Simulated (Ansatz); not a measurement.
# Geometry relaxation, with input and output: CuO (part 2 of 2)

Continued. System: CuO (C2/c, 4 atoms in the cell). Method: DFT r2SCAN+U, scalar-relativistic, plane waves, PAW, Ueff = 4 eV on Cu d (Ansatz 0.2.0); cutoff 500 eV, 12×12×8 k-mesh, Gaussian smearing of 0.02 eV, collinear spins. The structure derives from a Materials Project entry. The run did not end well.

Geometry of the input (Å; fractional positions):
```
2.1247  -2.0304  0.0000
2.1247  2.0304  0.0000
-0.2253  0.0000  5.1558
Cu 0.5000  0.0000  0.5000
Cu 0.0000  0.5000  0.0000
O  0.5139  0.4861  0.2500
O  0.4861  0.5139  0.7500
```

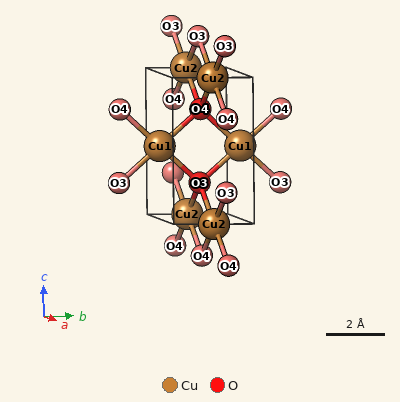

The geometry at step 1 of the log (ball-and-stick view of the cell of the calculation, seen slightly off an axis; neighbours outside the cell are drawn fainter; atoms are numbered from 1 in the order of the input).

The program's output, continued
```
SCF iter   1: F=—  HF=-14396.031389 eV  |F-HF|=—  |Δ(HF+E_count)|=         —  Δρ=2.57e-3 (↑1.11e-3 ↓2.57e-3)  dr2=2.55e-3  dr2_τ=3.84e-3  dr2_m=3.92e-4  M=2.000 μB ∫|m|=2.159 μB  β_m=1.20  ethr=4.96e-6  ⟨swp⟩=1.9  Hψ=97523  notcnv=0
preconditioner: auto → none  [insulator: Δε(μ)=0.387 eV  Ē_g=15.059 eV  σ=0.020 eV  W_gap=1.00  n_scr=16 (ndim 8)  ℏωp=32.7 eV  f_vac=0.055  D(μ)=0.00/eV (n_scr^D=0)  ε∞_Penn≈5.7]
SCF iter   2: F=—  HF=-14396.046534 eV  |F-HF|=—  |Δ(HF+E_count)|=   1.51e-2  Δρ=8.65e-4 (↑7.03e-4 ↓8.65e-4)  dr2=2.63e-4  dr2_τ=7.93e-6  dr2_m=7.60e-5  M=2.000 μB ∫|m|=2.160 μB  β_m=1.20  ethr=4.96e-6  ⟨swp⟩=2.7  Hψ=41876  notcnv=0  defer=1  κ⁻¹=1.0e0(r=1)
SCF iter   3: F=—  HF=-14396.046627 eV  |F-HF|=—  |Δ(HF+E_count)|=   9.27e-5  Δρ=4.33e-4 (↑4.00e-4 ↓4.33e-4)  dr2=7.46e-5  dr2_τ=3.08e-6  dr2_m=2.61e-6  M=2.000 μB ∫|m|=2.161 μB  β_m=1.20  ethr=5.26e-7  ⟨swp⟩=2.0  Hψ=35807  notcnv=0  defer=1  κ⁻¹=1.8e-2(r=2)
SCF iter   4: F=—  HF=-14396.046688 eV  |F-HF|=—  |Δ(HF+E_count)|=   6.06e-5  Δρ=2.64e-4 (↑2.64e-4 ↓2.60e-4)  dr2=2.38e-5  dr2_τ=1.31e-6  dr2_m=3.33e-7  M=2.000 μB ∫|m|=2.161 μB  β_m=1.20  ethr=1.49e-7  ⟨swp⟩=2.6  Hψ=31023  notcnv=0  defer=1  κ⁻¹=3.0e-3(r=3)
SCF iter   5: F=—  HF=-14396.046735 eV  |F-HF|=—  |Δ(HF+E_count)|=   4.76e-5  Δρ=1.26e-4 (↑1.26e-4 ↓1.25e-4)  dr2=5.28e-6  dr2_τ=3.15e-7  dr2_m=1.73e-8  M=2.000 μB ∫|m|=2.161 μB  β_m=1.20  ethr=4.76e-8  ⟨swp⟩=2.0  Hψ=31994  notcnv=0  defer=1  κ⁻¹=5.7e-4(r=4)
SCF iter   6: F=—  HF=-14396.046752 eV  |F-HF|=—  |Δ(HF+E_count)|=   1.63e-5  Δρ=3.82e-5 (↑3.23e-5 ↓3.82e-5)  dr2=6.49e-7  dr2_τ=2.00e-8  dr2_m=1.02e-8  M=2.000 μB ∫|m|=2.161 μB  β_m=1.20  ethr=1.06e-8  ⟨swp⟩=2.0  Hψ=34238  notcnv=0  defer=1  κ⁻¹=6.9e-5(r=5)
SCF iter   7: F=—  HF=-14396.046753 eV  |F-HF|=—  |Δ(HF+E_count)|=   1.70e-6  Δρ=2.69e-5 (↑1.84e-5 ↓2.69e-5)  dr2=4.06e-7  dr2_τ=3.09e-9  dr2_m=1.11e-8  M=2.000 μB ∫|m|=2.161 μB  β_m=1.20  ethr=8.00e-10  ⟨swp⟩=4.8  Hψ=74367  notcnv=0  κ⁻¹=7.4e-6(r=6)
SCF iter   8: F=-14396.046754 eV  HF=-14396.046754 eV  |F-HF|=1.29e-7  |Δ(HF+E_count)|=   7.30e-7  Δρ=1.06e-5 (↑7.60e-6 ↓1.06e-5)  dr2=6.07e-8  dr2_τ=9.66e-10  dr2_m=1.70e-9  M=2.000 μB ∫|m|=2.161 μB  ethr=8.00e-10  ⟨swp⟩=4.7  Hψ=72927  notcnv=0
SCF 2 converged in 8 iterations: F = -14396.046754 eV  dr2 = 6.07e-8
relax step   2: F+E_penalty+E_count = -14396.04675413 eV  Δ(F+E_penalty+E_count) = -1.707e-2 eV  max|allowed force component| = 9.610e-3 eV/Å  Δτ_max = 0.0007 Å  P = -1.847 GPa  Ω = 43.768 Å³  energy of the carried Pulay correction = +5.773e-4 eV  (8 SCF iters, dr2 threshold 4.00e-7 eV, accepted)
[... from here on the SCF iterations and repeated set-up lines of each step are left out, up to the last step ...]
SCF 3 converged in 8 iterations: F = -14396.050266 eV  dr2 = 2.27e-7
relax step   3: F+E_penalty+E_count = -14396.05026640 eV  Δ(F+E_penalty+E_count) = -3.512e-3 eV  max|allowed force component| = 8.177e-3 eV/Å  Δτ_max = 0.0028 Å  P = +0.136 GPa  Ω = 43.242 Å³  energy of the carried Pulay correction = +1.032e-3 eV  (8 SCF iters, dr2 threshold 4.00e-7 eV, accepted)
SCF 4 converged in 7 iterations: F = -14396.050414 eV  dr2 = 6.48e-9
relax step   4: F+E_penalty+E_count = -14396.05041381 eV  Δ(F+E_penalty+E_count) = -1.474e-4 eV  max|allowed force component| = 1.179e-2 eV/Å  Δτ_max = 0.0025 Å  P = +0.056 GPa  Ω = 43.268 Å³  energy of the carried Pulay correction = +1.010e-3 eV  (7 SCF iters, dr2 threshold 2.58e-7 eV, accepted)
SCF 5 converged in 11 iterations: F = -14396.051243 eV  dr2 = 1.01e-8
relax step   5: F+E_penalty+E_count = -14396.05124285 eV  Δ(F+E_penalty+E_count) = -8.290e-4 eV  max|allowed force component| = 2.839e-2 eV/Å  Δτ_max = 0.0278 Å  P = -0.263 GPa  Ω = 43.396 Å³  energy of the carried Pulay correction = +9.119e-4 eV  (11 SCF iters, dr2 threshold 8.88e-8 eV, accepted)
SCF 6 converged in 8 iterations: F = -14396.051637 eV  dr2 = 7.12e-8
relax step   6: F+E_penalty+E_count = -14396.05163690 eV  Δ(F+E_penalty+E_count) = -3.941e-4 eV  max|allowed force component| = 3.573e-4 eV/Å  Δτ_max = 0.0146 Å  P = -0.003 GPa  Ω = 43.344 Å³  energy of the carried Pulay correction = +9.623e-4 eV  (8 SCF iters, dr2 threshold 4.00e-7 eV, accepted)
SCF 7 converged in 13 iterations: F = -14396.051672 eV  dr2 = 1.28e-11
relax step   7: F+E_penalty+E_count = -14396.05167177 eV  Δ(F+E_penalty+E_count) = -3.487e-5 eV  max|allowed force component| = 1.291e-3 eV/Å  Δτ_max = 0.0066 Å  P = -0.010 GPa  Ω = 43.349 Å³  energy of the carried Pulay correction = +9.611e-4 eV  (13 SCF iters, accepted)
SCF 8 converged in 12 iterations: F = -14396.051683 eV  dr2 = 1.98e-11
relax step   8: F+E_penalty+E_count = -14396.05168267 eV  Δ(F+E_penalty+E_count) = -1.089e-5 eV  max|allowed force component| = 1.077e-3 eV/Å  Δτ_max = 0.0019 Å  P = +0.018 GPa  Ω = 43.348 Å³  energy of the carried Pulay correction = +9.639e-4 eV  (12 SCF iters, accepted)
SCF 9 converged in 10 iterations: F = -14396.051699 eV  dr2 = 3.71e-10
relax step   9: F+E_penalty+E_count = -14396.05169874 eV  Δ(F+E_penalty+E_count) = -1.608e-5 eV  max|allowed force component| = 2.245e-3 eV/Å  Δτ_max = 0.0032 Å  P = +0.036 GPa  Ω = 43.340 Å³  energy of the carried Pulay correction = +9.722e-4 eV  (10 SCF iters, dr2 threshold 8.06e-9 eV, accepted)
SCF 10 converged in 8 iterations: F = -14396.051695 eV  dr2 = 7.40e-9
relax step  10: F+E_penalty+E_count = -14396.05169518 eV  Δ(F+E_penalty+E_count) = +3.562e-6 eV  max|allowed force component| = 4.880e-3 eV/Å  Δτ_max = 0.0010 Å  P = -0.042 GPa  Ω = 43.372 Å³  energy of the carried Pulay correction = +9.470e-4 eV  (8 SCF iters, dr2 threshold 1.43e-8 eV, accepted)
Basis set: ecut = 500 eV, 1097 PW (Γ), exchange–correlation on 96×96×160 points (64 copies of the dense FFT grid, shifted against one another)
iter 1 solved again at ethr=2.19e-7 eV; its pass at ethr=3.10e-3 eV (dr2=1.09e-4 eV) is discarded
SCF iter   1: F=—  HF=-14396.050277 eV  |F-HF|=—  |Δ(HF+E_count)|=         —  Δρ=6.54e-4 (↑3.50e-4 ↓6.54e-4)  dr2=1.11e-4  dr2_τ=1.34e-3  dr2_m=2.20e-5  M=2.000 μB ∫|m|=2.161 μB  β_m=1.20  ethr=2.19e-7  ⟨swp⟩=3.0  Hψ=111226  notcnv=0
preconditioner: auto → none  [insulator: Δε(μ)=0.339 eV  Ē_g=15.159 eV  σ=0.020 eV  W_gap=1.00  n_scr=16 (ndim 8)  ℏωp=32.9 eV  f_vac=0.055  D(μ)=0.00/eV (n_scr^D=0)  ε∞_Penn≈5.7]
SCF iter   2: F=—  HF=-14396.051554 eV  |F-HF|=—  |Δ(HF+E_count)|=   1.28e-3  Δρ=3.05e-4 (↑3.05e-4 ↓3.03e-4)  dr2=4.73e-5  dr2_τ=1.96e-6  dr2_m=3.83e-7  M=2.000 μB ∫|m|=2.161 μB  β_m=1.20  ethr=2.19e-7  ⟨swp⟩=2.0  Hψ=40975  notcnv=0  κ⁻¹=1.0e0(r=1)
SCF iter   3: F=—  HF=-14396.051609 eV  |F-HF|=—  |Δ(HF+E_count)|=   5.53e-5  Δρ=2.19e-4 (↑1.91e-4 ↓2.19e-4)  dr2=2.02e-5  dr2_τ=9.34e-7  dr2_m=2.57e-7  M=2.000 μB ∫|m|=2.161 μB  β_m=1.20  ethr=9.47e-8  ⟨swp⟩=1.0  Hψ=20480  notcnv=0  κ⁻¹=5.7e-3(r=2)
SCF iter   4: F=—  HF=-14396.051686 eV  |F-HF|=—  |Δ(HF+E_count)|=   7.73e-5  Δρ=7.53e-5 (↑6.81e-5 ↓7.53e-5)  dr2=1.90e-6  dr2_τ=4.55e-8  dr2_m=8.63e-8  M=2.000 μB ∫|m|=2.161 μB  β_m=1.20  ethr=4.04e-8  ⟨swp⟩=2.0  Hψ=31292  notcnv=0  κ⁻¹=1.1e-3(r=3)
SCF iter   5: F=—  HF=-14396.051701 eV  |F-HF|=—  |Δ(HF+E_count)|=   1.45e-5  Δρ=6.56e-5 (↑4.98e-5 ↓6.56e-5)  dr2=1.43e-6  dr2_τ=2.07e-8  dr2_m=5.08e-8  M=2.000 μB ∫|m|=2.161 μB  β_m=1.20  ethr=3.80e-9  ⟨swp⟩=2.0  Hψ=33785  notcnv=0  κ⁻¹=3.9e-4(r=4)
SCF iter   6: F=—  HF=-14396.051716 eV  |F-HF|=—  |Δ(HF+E_count)|=   1.51e-5  Δρ=2.52e-5 (↑2.45e-5 ↓2.52e-5)  dr2=2.45e-7  dr2_τ=1.13e-8  dr2_m=2.66e-8  M=2.000 μB ∫|m|=2.161 μB  β_m=1.20  ethr=2.87e-9  ⟨swp⟩=2.0  Hψ=35835  notcnv=0  κ⁻¹=1.1e-4(r=5)
SCF iter   7: F=—  HF=-14396.051718 eV  |F-HF|=—  |Δ(HF+E_count)|=   2.21e-6  Δρ=1.26e-5 (↑1.15e-5 ↓1.26e-5)  dr2=5.85e-8  dr2_τ=2.01e-9  dr2_m=1.89e-9  M=2.000 μB ∫|m|=2.161 μB  β_m=1.20  ethr=4.91e-10  ⟨swp⟩=2.0  Hψ=35836  notcnv=0  κ⁻¹=7.0e-5(r=6)
SCF iter   8: F=—  HF=-14396.051718 eV  |F-HF|=—  |Δ(HF+E_count)|=   2.40e-7  Δρ=8.03e-6 (↑7.59e-6 ↓8.03e-6)  dr2=2.40e-8  dr2_τ=7.33e-10  dr2_m=3.02e-10  M=2.000 μB ∫|m|=2.161 μB  β_m=1.20  ethr=1.17e-10  ⟨swp⟩=2.7  Hψ=35836  notcnv=0  κ⁻¹=8.8e-6(r=7)
SCF iter   9: F=—  HF=-14396.051718 eV  |F-HF|=—  |Δ(HF+E_count)|=   2.01e-7  Δρ=3.15e-6 (↑2.18e-6 ↓3.15e-6)  dr2=2.45e-9  dr2_τ=6.15e-11  dr2_m=1.23e-10  M=2.000 μB ∫|m|=2.161 μB  β_m=1.20  ethr=2.66e-11  ⟨swp⟩=4.0  Hψ=71071  notcnv=0  κ⁻¹=1.9e-6(r=8)
SCF iter  10: F=—  HF=-14396.051719 eV  |F-HF|=—  |Δ(HF+E_count)|=   5.79e-8  Δρ=2.72e-6 (↑2.27e-6 ↓2.72e-6)  dr2=2.20e-9  dr2_τ=6.31e-11  dr2_m=6.14e-11  M=2.000 μB ∫|m|=2.161 μB  β_m=1.20  ethr=4.90e-12  ⟨swp⟩=3.9  Hψ=60652  notcnv=0  κ⁻¹=4.7e-5(r=8)
SCF iter  11: F=-14396.051719 eV  HF=-14396.051719 eV  |F-HF|=4.38e-9  |Δ(HF+E_count)|=   5.11e-8  Δρ=1.61e-6 (↑1.48e-6 ↓1.61e-6)  dr2=8.94e-10  dr2_τ=4.40e-11  dr2_m=4.25e-11  M=2.000 μB ∫|m|=2.161 μB  ethr=4.40e-12  ⟨swp⟩=4.5  Hψ=71818  notcnv=0
SCF 11 converged in 11 iterations: F = -14396.051719 eV  dr2 = 8.94e-10
relax step  11: F+E_penalty+E_count = -14396.05171857 eV  Δ(F+E_penalty+E_count) = -2.339e-5 eV  max|allowed force component| = 4.760e-3 eV/Å  Δτ_max = 0.0073 Å  P = +0.100 GPa  Ω = 43.344 Å³  energy of the carried Pulay correction = +9.720e-4 eV  (11 SCF iters, dr2 threshold 1.33e-8 eV, rejected (line search))
Step cancelled. What follows is not a result of the run: it is the report of the last solve that finished, which converged after 11 SCF iterations.
Magnetization: 2.0000 μB (26.0000 up, 24.0000 down)
Absolute magnetization: 2.1349 μB (∫|ρ↑−ρ↓|, with the PAW one-centre terms)
Spin contamination: 0.0064 ħ² per cell (⟨S²⟩ above its minimum at these occupations)
Per-site moments (μB) at R_I (Å): [(0.6860800889487418, 0.8007712825194592), (0.6860800889487422, 0.8007712825194592), (0.31485421716244455, 0.8007712825194592), (0.31485421716244466, 0.8007712825194592)]
Free energy (F): -14396.051719 eV
Harris-Foulkes:  -14396.051719 eV  (|F-HF|=4.38e-9)
Internal energy: -14396.051719 eV  (E = F + TS)
E sigma→0 (E₀):  -14396.051719 eV
Fermi energy:    10.988264 eV
--- Per-component energies (eV) ---
  E_band       = -1021.088423
  E_kinetic    = 943.174279
  E_local      = -10066.483648  (includes V_loc(G=0)·N_el)
  E_nonlocal   = 878.561148
  E_hartree    = 4358.909214
  E_xc         = -311.943112
  E_vxc        = -455.846690  (∫ρ·V_xc dr)
  E_hubbard    = 1.252635  (on-site DFT+U / exact-exchange correction)
  E_vhub       = -34.675509  (the Hubbard potential's part of the band-sum identity)
  E_paw        = -3665.536636  (= ΣΔE_a)
  E_vpaw       = -1034.029617  (= ΣTr[D̂ρ^β])
  E_aug_tail   = 0.002206  (compensation charges beyond the density's cutoff)
  E_vtau       = 30.392186  (kinetic-family band-sum trace: ∫τ·v_τ [+ j·A + Jᵃ·Aᵃ] dr)
  E_ewald      = -6533.321708
  E_core_change = -0.666098  (= ΣΔE_core)
  E_smearing   = -0.000000  (= −TS)
  E_closure    = -0.000000  (closes the sum)
  Σ components = -14396.051719   (vs F -14396.051719, Δ=0.00e0)
--- Forces (eV/Å), atoms counted from 1 ---
  atom   1  Cu    -0.00000000    -0.00000000    -0.00000000
  atom   2  Cu     0.00000000     0.00000000     0.00000000
  atom   3  O      0.00000000     0.00475995    -0.00000000
  atom   4  O     -0.00000000    -0.00475995     0.00000000
  max |Σ_I F_I| component: 5.05e-29 eV/Å
--- Stress (GPa, compression-positive) ---
       -0.082205       0.000000      -0.032624
        0.000000      -0.083200       0.000000
       -0.031890       0.000000       0.047551
  P = ⅓ Tr σ = -0.0393 GPa (-0.393 kbar)
--- Band table (eV; the first three rows and the last of 640) ---
  k-point 0 ↑: bands = ["-106.7548", "-106.7544", "-62.9155", "-62.9155", "-62.9102", "-62.9048", "-61.7980", "-61.7979", "-10.0455", "-8.7339", "1.8750", "3.0231", "3.0407", "4.7940", "4.9819", "5.2104", "5.6108", "5.6184", "5.7760", "5.8528", "6.8895", "7.4455", "7.4503", "8.1626", "10.3134", "10.3374", "12.3991", "17.6073", "18.5974", "25.0672", "26.3345", "26.3472"]
  k-point 1 ↑: bands = ["-106.7548", "-106.7544", "-62.9155", "-62.9155", "-62.9100", "-62.9050", "-61.7980", "-61.7979", "-10.0034", "-8.7942", "2.0117", "3.0309", "3.0474", "4.7614", "4.9916", "5.1810", "5.5436", "5.5497", "5.7789", "5.8499", "6.8748", "7.5680", "7.5742", "7.9554", "10.2387", "10.2619", "12.6313", "17.0075", "19.3126", "25.1163", "26.3579", "26.4314"]
  k-point 2 ↑: bands = ["-106.7546", "-106.7543", "-62.9155", "-62.9155", "-62.9094", "-62.9056", "-61.7980", "-61.7979", "-9.8808", "-8.9602", "2.3990", "3.0509", "3.0637", "4.6026", "5.0169", "5.1252", "5.4014", "5.4048", "5.7871", "5.8415", "6.8419", "7.5091", "7.8660", "7.8747", "10.0360", "10.0568", "13.1935", "16.1781", "20.4730", "25.2656", "25.5517", "26.6574"]
  k-point 319 ↓: bands = ["-105.4549", "-105.4549", "-61.3763", "-61.3763", "-61.2764", "-61.2764", "-61.2576", "-61.2576", "-7.8874", "-7.8874", "4.3072", "4.3072", "4.5041", "4.5041", "5.8365", "5.8365", "6.1609", "6.1609", "6.2380", "6.2380", "8.0917", "8.0917", "8.3424", "8.3424", "12.1302", "12.1302", "15.2359", "15.2359", "22.6654", "22.6654", "23.1988", "23.1988"]
End of that report.
Error: SIGTERM received: cancelled by the caller after 11 completed ionic steps
```

Trajectory as extended XYZ (Å, eV, eV/Å), 11 frames, from step=1 to step=11
```
4
Lattice="2.1247 -2.0304 0.0000 2.1247 2.0304 0.0000 -0.2253 0.0000 5.1558" Properties=species:S:1:pos:R:3:forces:R:3 step=1 energy=-14396.02968 pressure_GPa=-3.58
Cu    0.9497   -1.0152    2.5779    0.0000   0.0000   0.0000
Cu    1.0624    1.0152    0.0000    0.0000   0.0000   0.0000
O     2.0684   -0.0563    1.2890    0.0000   0.0048   0.0000
O     1.9557    0.0563    3.8668    0.0000  -0.0048   0.0000
4
Lattice="2.0998 -2.0066 0.0012 2.0998 2.0066 0.0012 -0.2198 0.0000 5.1937" Properties=species:S:1:pos:R:3:forces:R:3 step=2 energy=-14396.04675 pressure_GPa=-1.85
Cu    0.9400   -1.0033    2.5974    0.0000   0.0000   0.0000
Cu    1.0499    1.0033    0.0006    0.0000   0.0000   0.0000
O     2.0448   -0.0550    1.2996    0.0000   0.0096   0.0000
O     1.9349    0.0550    3.8965    0.0000  -0.0096   0.0000
4
Lattice="2.0900 -1.9974 0.0045 2.0900 1.9974 0.0045 -0.2107 0.0000 5.1787" Properties=species:S:1:pos:R:3:forces:R:3 step=3 energy=-14396.05027 pressure_GPa=0.14
Cu    0.9397   -0.9987    2.5916    0.0000   0.0000   0.0000
Cu    1.0450    0.9987    0.0023    0.0000   0.0000   0.0000
O     2.0373   -0.0520    1.2992    0.0000   0.0082   0.0000
O     1.9320    0.0520    3.8886    0.0000  -0.0082   0.0000
4
Lattice="2.0899 -1.9981 0.0069 2.0899 1.9981 0.0069 -0.2048 0.0000 5.1800" Properties=species:S:1:pos:R:3:forces:R:3 step=4 energy=-14396.05041 pressure_GPa=0.06
Cu    0.9426   -0.9991    2.5935    0.0000   0.0000   0.0000
Cu    1.0450    0.9991    0.0035    0.0000   0.0000   0.0000
O     2.0387   -0.0495    1.3019    0.0000   0.0118   0.0000
O     1.9363    0.0495    3.8919    0.0000  -0.0118   0.0000
4
Lattice="2.0870 -2.0036 0.0311 2.0870 2.0036 0.0311 -0.1458 0.0000 5.1869" Properties=species:S:1:pos:R:3:forces:R:3 step=5 energy=-14396.05124 pressure_GPa=-0.26
Cu    0.9706   -1.0018    2.6090    0.0000   0.0000   0.0000
Cu    1.0435    1.0018    0.0156    0.0000   0.0000   0.0000
O     2.0505   -0.0222    1.3279    0.0000   0.0284   0.0000
O     1.9777    0.0222    3.9213    0.0000  -0.0284   0.0000
4
Lattice="2.0808 -2.0079 0.0387 2.0808 2.0079 0.0387 -0.1269 0.0000 5.1849" Properties=species:S:1:pos:R:3:forces:R:3 step=6 energy=-14396.05164 pressure_GPa=-0.00
Cu    0.9769   -1.0039    2.6118    0.0000   0.0000   0.0000
Cu    1.0404    1.0039    0.0193    0.0000   0.0000   0.0000
O     2.0491   -0.0078    1.3349    0.0000   0.0004   0.0000
O     1.9856    0.0078    3.9273    0.0000  -0.0004   0.0000
4
Lattice="2.0782 -2.0104 0.0435 2.0782 2.0104 0.0435 -0.1147 0.0000 5.1854" Properties=species:S:1:pos:R:3:forces:R:3 step=7 energy=-14396.05167 pressure_GPa=-0.01
Cu    0.9817   -1.0052    2.6145    0.0000   0.0000   0.0000
Cu    1.0391    1.0052    0.0218    0.0000   0.0000   0.0000
O     2.0495   -0.0013    1.3399    0.0000  -0.0013   0.0000
O     1.9921    0.0013    3.9326    0.0000   0.0013   0.0000
4
Lattice="2.0760 -2.0129 0.0451 2.0760 2.0129 0.0451 -0.1108 0.0000 5.1842" Properties=species:S:1:pos:R:3:forces:R:3 step=8 energy=-14396.05168 pressure_GPa=0.02
Cu    0.9826   -1.0065    2.6147    0.0000   0.0000   0.0000
Cu    1.0380    1.0065    0.0225    0.0000   0.0000   0.0000
O     2.0483    0.0006    1.3411    0.0000  -0.0011   0.0000
O     1.9929   -0.0006    3.9333    0.0000   0.0011   0.0000
4
Lattice="2.0685 -2.0191 0.0473 2.0685 2.0191 0.0473 -0.1047 0.0000 5.1862" Properties=species:S:1:pos:R:3:forces:R:3 step=9 energy=-14396.05170 pressure_GPa=0.04
Cu    0.9819   -1.0095    2.6167    0.0000   0.0000   0.0000
Cu    1.0343    1.0095    0.0236    0.0000   0.0000   0.0000
O     2.0423    0.0038    1.3438    0.0000  -0.0022   0.0000
O     1.9900   -0.0038    3.9369    0.0000   0.0022   0.0000
4
Lattice="2.0630 -2.0264 0.0459 2.0630 2.0264 0.0459 -0.1074 0.0000 5.1851" Properties=species:S:1:pos:R:3:forces:R:3 step=10 energy=-14396.05170 pressure_GPa=-0.04
Cu    0.9778   -1.0132    2.6155    0.0000   0.0000   0.0000
Cu    1.0315    1.0132    0.0230    0.0000   0.0000   0.0000
O     2.0362    0.0028    1.3422    0.0000  -0.0049   0.0000
O     1.9825   -0.0028    3.9347    0.0000   0.0049   0.0000
4
Lattice="2.0551 -2.0340 0.0410 2.0551 2.0340 0.0410 -0.1184 0.0000 5.1823" Properties=species:S:1:pos:R:3:forces:R:3 step=11 energy=-14396.05172 pressure_GPa=0.10 accepted=F
Cu    0.9684   -1.0170    2.6117    0.0000   0.0000   0.0000
Cu    1.0275    1.0170    0.0205    0.0000   0.0000   0.0000
O     2.0255   -0.0045    1.3366    0.0000   0.0048   0.0000
O     1.9663    0.0045    3.9277    0.0000  -0.0048   0.0000
```

What the run reported

```csv
quantity,value
outcome,stopped at the time limit
space group (tolerance 0.01 Å),C2/c (15)
final cell,"a = 2.892 Å, b = 2.892 Å, c = 5.184 Å, α = 90.12°, β = 90.12°, γ = 89.40°"
hardware,"1 thread of Intel Xeon @ 2.50GHz (Skylake/Cascade Lake), 189 GiB of memory available, shared host"
wall time,47 min
peak memory,1.4 GiB
```

Diagnosis

The run was cut off by its time limit, so the output is incomplete. The electronic state found may not be the lowest one.
